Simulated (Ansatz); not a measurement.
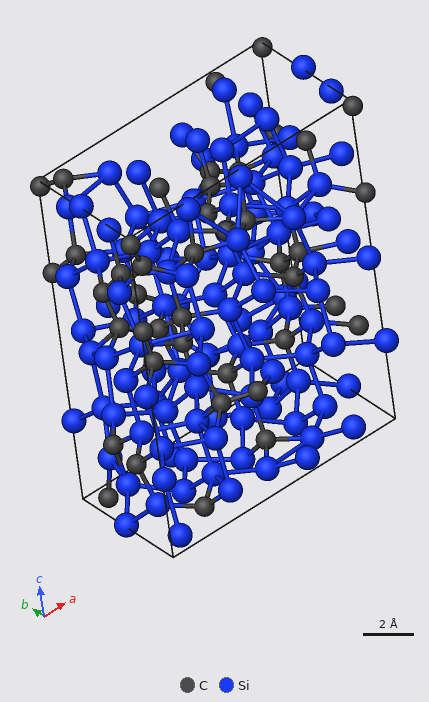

**Figure 1.** The structure as given in the input (ball-and-stick view of the cell of the calculation, seen slightly off an axis).

## Single-point calculation, with input and output: C$_{32}$Si$_{96}$ (part 1 of 2)

- system: C$_{32}$Si$_{96}$ (P1, 128 atoms in the cell)
- method: DFT, r2SCAN, PAW, plane waves (Ansatz 0.2.0)

The structure was built on a prototype by a generator.

Input:
```yaml
crystal:
  lattice:
    - [0.000000, 9.788809, 9.788809]
    - [9.788809, 0.000000, 9.788809]
    - [9.788809, 9.788809, 0.000000]
  atoms:
    - { symbol: C, position: [0.006920, 0.999587, 0.977891] }
    - { symbol: C, position: [0.745469, 0.728535, 0.751038] }
    - { symbol: C, position: [0.050321, 0.049947, 0.583443] }
    - { symbol: C, position: [0.089920, 0.523628, 0.585632] }
    - { symbol: C, position: [0.249293, 0.265896, 0.002468] }
    - { symbol: C, position: [0.439723, 0.980442, 0.334058] }
    - { symbol: C, position: [0.983515, 0.486883, 0.271527] }
    - { symbol: C, position: [0.001539, 0.979737, 0.712182] }
    - { symbol: C, position: [0.257303, 0.269315, 0.512828] }
    - { symbol: C, position: [0.499719, 0.494183, 0.269009] }
    - { symbol: C, position: [0.755035, 0.271990, 0.501974] }
    - { symbol: C, position: [0.028738, 0.482096, 0.730079] }
    - { symbol: C, position: [0.511035, 0.494344, 0.766069] }
    - { symbol: C, position: [0.071179, 0.081455, 0.869510] }
    - { symbol: C, position: [0.287683, 0.327723, 0.568402] }
    - { symbol: C, position: [0.536706, 0.115265, 0.802161] }
    - { symbol: C, position: [0.805319, 0.314495, 0.549500] }
    - { symbol: C, position: [0.287072, 0.836011, 0.546551] }
    - { symbol: C, position: [0.552485, 0.531956, 0.827263] }
    - { symbol: C, position: [0.752605, 0.482787, 0.267510] }
    - { symbol: C, position: [0.307768, 0.055346, 0.339880] }
    - { symbol: C, position: [0.556321, 0.306925, 0.070843] }
    - { symbol: C, position: [0.061657, 0.867600, 0.001565] }
    - { symbol: C, position: [0.300741, 0.106408, 0.804039] }
    - { symbol: C, position: [0.791266, 0.993355, 0.964126] }
    - { symbol: C, position: [0.993847, 0.268611, 0.245858] }
    - { symbol: C, position: [0.234228, 0.471179, 0.528717] }
    - { symbol: C, position: [0.495274, 0.252571, 0.762302] }
    - { symbol: C, position: [0.767540, 0.452945, 0.507216] }
    - { symbol: C, position: [0.066453, 0.342821, 0.797393] }
    - { symbol: C, position: [0.062488, 0.848242, 0.766191] }
    - { symbol: C, position: [0.623249, 0.722038, 0.807924] }
    - { symbol: Si, position: [0.511499, 0.030798, 0.965092] }
    - { symbol: Si, position: [0.002429, 0.520554, 0.005513] }
    - { symbol: Si, position: [0.991087, 0.021275, 0.504419] }
    - { symbol: Si, position: [0.254711, 0.225051, 0.275694] }
    - { symbol: Si, position: [0.507350, 0.477700, 0.999330] }
    - { symbol: Si, position: [0.476791, 0.958353, 0.551071] }
    - { symbol: Si, position: [0.754681, 0.243073, 0.263766] }
    - { symbol: Si, position: [0.004141, 0.482115, 0.535884] }
    - { symbol: Si, position: [0.267036, 0.741271, 0.234017] }
    - { symbol: Si, position: [0.237580, 0.271398, 0.742428] }
    - { symbol: Si, position: [0.498832, 0.509373, 0.512825] }
    - { symbol: Si, position: [0.747101, 0.746730, 0.244656] }
    - { symbol: Si, position: [0.761040, 0.248595, 0.717986] }
    - { symbol: Si, position: [0.241204, 0.785262, 0.713833] }
    - { symbol: Si, position: [0.064337, 0.066643, 0.029833] }
    - { symbol: Si, position: [0.627350, 0.041565, 0.032380] }
    - { symbol: Si, position: [0.054698, 0.583754, 0.098258] }
    - { symbol: Si, position: [0.302255, 0.311703, 0.345967] }
    - { symbol: Si, position: [0.552305, 0.542246, 0.095841] }
    - { symbol: Si, position: [0.546129, 0.047798, 0.590319] }
    - { symbol: Si, position: [0.820309, 0.317279, 0.325950] }
    - { symbol: Si, position: [0.310541, 0.829184, 0.297863] }
    - { symbol: Si, position: [0.321207, 0.312809, 0.827026] }
    - { symbol: Si, position: [0.594198, 0.541524, 0.590511] }
    - { symbol: Si, position: [0.869515, 0.760677, 0.300699] }
    - { symbol: Si, position: [0.815721, 0.301886, 0.812427] }
    - { symbol: Si, position: [0.337275, 0.844259, 0.765947] }
    - { symbol: Si, position: [0.776861, 0.812790, 0.802705] }
    - { symbol: Si, position: [0.006912, 0.994225, 0.242980] }
    - { symbol: Si, position: [0.725770, 0.240393, 0.014566] }
    - { symbol: Si, position: [0.229249, 0.786097, 0.962062] }
    - { symbol: Si, position: [0.739554, 0.749445, 0.006752] }
    - { symbol: Si, position: [0.465792, 0.036311, 0.786617] }
    - { symbol: Si, position: [0.238792, 0.761493, 0.500789] }
    - { symbol: Si, position: [0.753092, 0.727850, 0.495403] }
    - { symbol: Si, position: [0.050936, 0.101425, 0.300861] }
    - { symbol: Si, position: [0.318314, 0.297740, 0.068930] }
    - { symbol: Si, position: [0.533643, 0.040279, 0.343299] }
    - { symbol: Si, position: [0.818514, 0.302965, 0.061408] }
    - { symbol: Si, position: [0.024643, 0.552671, 0.334843] }
    - { symbol: Si, position: [0.330746, 0.818262, 0.026953] }
    - { symbol: Si, position: [0.583112, 0.542673, 0.311568] }
    - { symbol: Si, position: [0.835048, 0.825245, 0.032159] }
    - { symbol: Si, position: [0.051412, 0.563630, 0.803527] }
    - { symbol: Si, position: [0.808948, 0.783774, 0.586036] }
    - { symbol: Si, position: [0.020013, 0.275007, 0.968162] }
    - { symbol: Si, position: [0.253966, 0.026026, 0.258892] }
    - { symbol: Si, position: [0.522073, 0.239349, 0.007394] }
    - { symbol: Si, position: [0.742516, 0.967801, 0.243943] }
    - { symbol: Si, position: [0.038103, 0.783406, 0.939305] }
    - { symbol: Si, position: [0.985297, 0.227299, 0.520070] }
    - { symbol: Si, position: [0.229533, 0.513406, 0.264862] }
    - { symbol: Si, position: [0.533821, 0.731965, 0.958518] }
    - { symbol: Si, position: [0.233738, 0.036413, 0.775803] }
    - { symbol: Si, position: [0.466616, 0.257277, 0.526783] }
    - { symbol: Si, position: [0.704173, 0.020718, 0.755873] }
    - { symbol: Si, position: [0.015315, 0.693283, 0.508176] }
    - { symbol: Si, position: [0.253352, 0.511779, 0.753756] }
    - { symbol: Si, position: [0.444254, 0.820068, 0.445390] }
    - { symbol: Si, position: [0.719557, 0.500604, 0.770672] }
    - { symbol: Si, position: [0.076152, 0.317809, 0.074365] }
    - { symbol: Si, position: [0.802519, 0.045858, 0.310329] }
    - { symbol: Si, position: [0.088864, 0.284642, 0.575453] }
    - { symbol: Si, position: [0.321249, 0.541565, 0.347620] }
    - { symbol: Si, position: [0.537043, 0.829115, 0.052621] }
    - { symbol: Si, position: [0.566328, 0.308897, 0.586734] }
    - { symbol: Si, position: [0.810034, 0.531135, 0.332418] }
    - { symbol: Si, position: [0.838387, 0.041839, 0.796848] }
    - { symbol: Si, position: [0.041101, 0.825327, 0.541777] }
    - { symbol: Si, position: [0.338920, 0.579426, 0.800901] }
    - { symbol: Si, position: [0.562170, 0.742427, 0.557394] }
    - { symbol: Si, position: [0.842521, 0.560541, 0.789037] }
    - { symbol: Si, position: [0.274713, 0.023653, 0.968066] }
    - { symbol: Si, position: [0.252857, 0.501412, 0.006097] }
    - { symbol: Si, position: [0.220613, 0.007197, 0.509391] }
    - { symbol: Si, position: [0.504215, 0.248628, 0.240572] }
    - { symbol: Si, position: [0.756044, 0.505196, 0.998067] }
    - { symbol: Si, position: [0.751191, 0.991840, 0.511003] }
    - { symbol: Si, position: [0.050436, 0.745576, 0.153351] }
    - { symbol: Si, position: [0.015720, 0.243515, 0.779285] }
    - { symbol: Si, position: [0.511844, 0.750274, 0.273990] }
    - { symbol: Si, position: [0.989136, 0.769123, 0.744816] }
    - { symbol: Si, position: [0.531297, 0.700269, 0.759057] }
    - { symbol: Si, position: [0.310508, 0.101675, 0.057243] }
    - { symbol: Si, position: [0.835817, 0.039967, 0.037792] }
    - { symbol: Si, position: [0.049825, 0.314891, 0.311939] }
    - { symbol: Si, position: [0.308224, 0.585259, 0.064770] }
    - { symbol: Si, position: [0.287940, 0.098815, 0.572695] }
    - { symbol: Si, position: [0.552710, 0.325143, 0.320865] }
    - { symbol: Si, position: [0.806909, 0.547659, 0.100891] }
    - { symbol: Si, position: [0.792067, 0.105317, 0.557477] }
    - { symbol: Si, position: [0.067828, 0.785146, 0.295334] }
    - { symbol: Si, position: [0.298638, 0.552248, 0.557780] }
    - { symbol: Si, position: [0.568682, 0.907694, 0.218466] }
    - { symbol: Si, position: [0.556654, 0.322970, 0.804624] }
    - { symbol: Si, position: [0.804122, 0.523329, 0.571897] }
kpoints:
  mp_grid: { grid: [1, 1, 1] }
hamiltonian:
  xc: r2scan
scf:
  occupations: { method: fermi_dirac, width: 0.01 }
output:
  forces: true
  eigenvalues: true
  populations: true
  eigenstates: { kpoints: [[0, 0, 0]], e_range: [-6.0, 6.0], localisation: true }
```

Hardware: 8 CPU threads, shared host.

Output:
```
Pseudopotentials: kind: paw
Functional definition: r2SCAN
  parameter k0 = 0.174
  parameter k1 = 0.065
  parameter a1 = 4.9479
  exchange = r2scan_x(k0 = k0, k1 = k1, a1 = a1)
  correlation = r2scan_c
Crystal: 128 atoms, lattice volume = 1875.943 Å³
Basis set: ecut = 500 eV, 47591 PW (Γ), exchange–correlation on 432×432×432 points (64 copies of the dense FFT grid, shifted against one another)
Bands: 384, of which v1, the nominal top of the filled ones, is band 256 counted from 1 (255 counted from 0)
Symmetry: 1 space group operations
Space group: P1 (ITA 1), of the structure as read, at distance tolerance 1.2e-4 Å
k-points: 1
Non-local potential: C, projectors of the file, l = 0: 2, l = 1: 2, l = 2: 1
Non-local potential: Si, projectors of the file, l = 0: 2, l = 1: 2, l = 2: 2
PAW form: soft (Blöchl's): semilocal exchange-correlation on the pseudo side does not see the compensation charge
PAW frozen core: C, regenerated for the run's functional (the file was generated under x = pbe(κ = 0.804, μ = 0.2195149727645171), c = pbe(β = 0.06672455060314922))
PAW frozen core: Si, regenerated for the run's functional (the file was generated under x = pbe(κ = 0.804, μ = 0.2195149727645171), c = pbe(β = 0.06672455060314922))
PAW one-centre angular grid: C, 302 points (default); XC on 239 of its mesh's 2573 points in the sphere
PAW one-centre angular grid: Si, 302 points (default); XC on 160 Gauss nodes
Initial density: superposition of atomic densities (neutral atoms: chi_scale 0, normalization atom), corrected by the library's trained network
Initial wavefunctions: pseudopotential atomic-orbital guess
Functional: x = r2scan, c = r2scan; τ floored in thin density (d = 2e-4 eV/Å³)
SCF iter   1: F=—  HF=-69346.946002 eV  |F-HF|=—  |Δ(HF+E_count)|=         —  Δρ=8.44e-3  dr2=2.89e0  dr2_τ=5.09e0  ethr=1.77e-3  ⟨swp⟩=6.0  Hψ=1790  notcnv=0  defer=68
preconditioner: auto → Resta (q_TF=auto, 2.197 Å⁻¹)  ε∞=5.0  [insulator: Δε(μ)=0.123 eV  Ē_g=9.731 eV  σ=0.010 eV  W_gap=1.00  n_scr=330 (ndim 8)  ℏωp=19.4 eV  f_vac=0.000  D(μ)=0.83/eV (n_scr^D=0)  ε∞_Penn≈5.0]
SCF iter   2: F=—  HF=-69348.656618 eV  |F-HF|=—  |Δ(HF+E_count)|=    1.71e0  Δρ=5.51e-3  dr2=7.96e-1  dr2_τ=1.70e-2  ethr=5.65e-4  ⟨swp⟩=3.0  Hψ=706  notcnv=0  defer=120
SCF iter   3: F=—  HF=-69348.683184 eV  |F-HF|=—  |Δ(HF+E_count)|=   2.66e-2  Δρ=4.00e-3  dr2=8.32e-1  dr2_τ=2.33e-2  ethr=1.56e-4  ⟨swp⟩=2.0  Hψ=526  notcnv=0  defer=120
SCF iter   4: F=—  HF=-69348.641762 eV  |F-HF|=—  |Δ(HF+E_count)|=   4.14e-2  Δρ=1.80e-3  dr2=1.72e-1  dr2_τ=7.14e-3  ethr=1.56e-4  ⟨swp⟩=2.0  Hψ=526  notcnv=0  defer=120
SCF iter   5: F=—  HF=-69348.634078 eV  |F-HF|=—  |Δ(HF+E_count)|=   7.68e-3  Δρ=4.32e-4  dr2=6.98e-3  dr2_τ=3.07e-4  ethr=3.36e-5  ⟨swp⟩=2.0  Hψ=291  notcnv=0  defer=120
SCF iter   6: F=—  HF=-69348.641269 eV  |F-HF|=—  |Δ(HF+E_count)|=   7.19e-3  Δρ=1.94e-4  dr2=1.18e-3  dr2_τ=4.10e-5  ethr=1.36e-6  ⟨swp⟩=2.0  Hψ=518  notcnv=0  defer=120
SCF iter   7: F=—  HF=-69348.639334 eV  |F-HF|=—  |Δ(HF+E_count)|=   1.93e-3  Δρ=7.86e-5  dr2=1.90e-4  dr2_τ=6.17e-6  ethr=2.31e-7  ⟨swp⟩=2.0  Hψ=354  notcnv=0  defer=120
SCF iter   8: F=—  HF=-69348.641549 eV  |F-HF|=—  |Δ(HF+E_count)|=   2.21e-3  Δρ=3.19e-5  dr2=4.51e-5  dr2_τ=1.46e-6  ethr=3.70e-8  ⟨swp⟩=2.0  Hψ=518  notcnv=0  defer=120
SCF iter   9: F=—  HF=-69348.640708 eV  |F-HF|=—  |Δ(HF+E_count)|=   8.40e-4  Δρ=1.28e-5  dr2=8.56e-6  dr2_τ=2.94e-7  ethr=8.80e-9  ⟨swp⟩=3.0  Hψ=640  notcnv=0  defer=120
SCF iter  10: F=—  HF=-69348.640708 eV  |F-HF|=—  |Δ(HF+E_count)|=   2.64e-7  Δρ=5.14e-6  dr2=1.76e-6  dr2_τ=3.96e-8  ethr=1.67e-9  ⟨swp⟩=2.0  Hψ=354  notcnv=0  defer=120
SCF iter  11: F=—  HF=-69348.640709 eV  |F-HF|=—  |Δ(HF+E_count)|=   2.75e-8  Δρ=1.86e-6  dr2=1.35e-7  dr2_τ=2.83e-9  ethr=3.43e-10  ⟨swp⟩=3.0  Hψ=573  notcnv=0  defer=120
SCF iter  12: F=-69348.640709 eV  HF=-69348.640709 eV  |F-HF|=4.01e-8  |Δ(HF+E_count)|=   3.05e-8  Δρ=1.02e-6  dr2=5.87e-8  dr2_τ=1.33e-9  ethr=1.95e-11  ⟨swp⟩=15.0  Hψ=2361  notcnv=0
SCF 1 converged in 12 iterations: F = -69348.640709 eV  dr2 = 5.87e-8
  greatest PAW one-centre occupation: 0.670 electrons in one spin orbital (limit 2), on the Si atom at site 96 (counted from 0), in its partial waves of l = 0
```

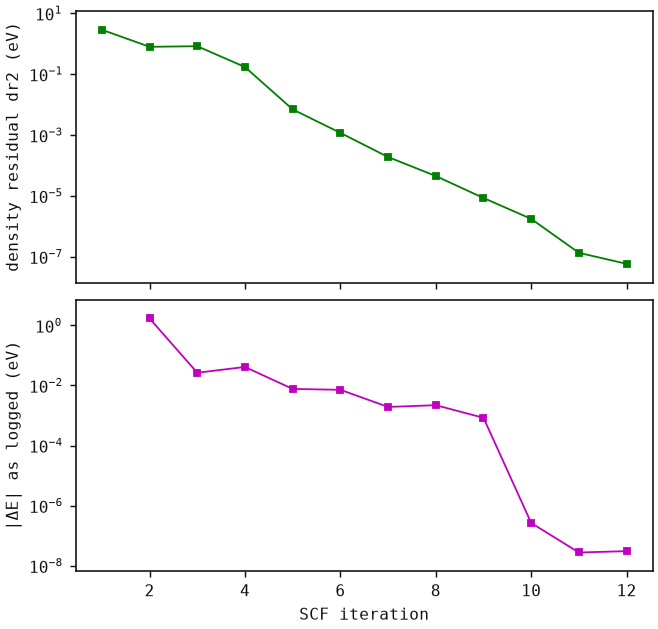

**Figure 2.** Convergence of the self-consistent field: density residual dr2 and size of the energy change against the SCF iteration. The residual falls almost steadily, with no more than small rises.

```
NSCF: frozen V_eff on 1 k-points
SCF converged after 12 iterations
Free energy (F): -69348.640709 eV
Harris-Foulkes:  -69348.640709 eV  (|F-HF|=4.01e-8)
Internal energy: -69348.634032 eV  (E = F + TS)
E sigma→0 (E₀):  -69348.637370 eV
Entropy (-TS):   -0.006676 eV (-0.052 meV/atom)
Fermi energy:    8.536773 eV
--- Per-component energies (eV) ---
  E_band       = 973.445936
  E_kinetic    = 6862.910047
  E_local      = -7004.731289  (includes V_loc(G=0)·N_el)
  E_nonlocal   = 3224.056431
  E_hartree    = 2481.417299
  E_xc         = -6505.872168
  E_vxc        = -6938.545619  (∫ρ·V_xc dr)
  E_paw        = -53087.038592  (= ΣΔE_a)
  E_vpaw       = -437.649810  (= ΣTr[D̂ρ^β])
  E_aug_tail   = 0.000537  (compensation charges beyond the density's cutoff)
  E_vtau       = 304.568762  (kinetic-family band-sum trace: ∫τ·v_τ [+ j·A + Jᵃ·Aᵃ] dr)
  E_ewald      = -15311.245971
  E_core_change = -8.130326  (= ΣΔE_core)
  E_smearing   = -0.006676  (= −TS)
  E_closure    = 0.000000  (closes the sum)
  Σ components = -69348.640709   (vs F -69348.640709, Δ=0.00e0)
```
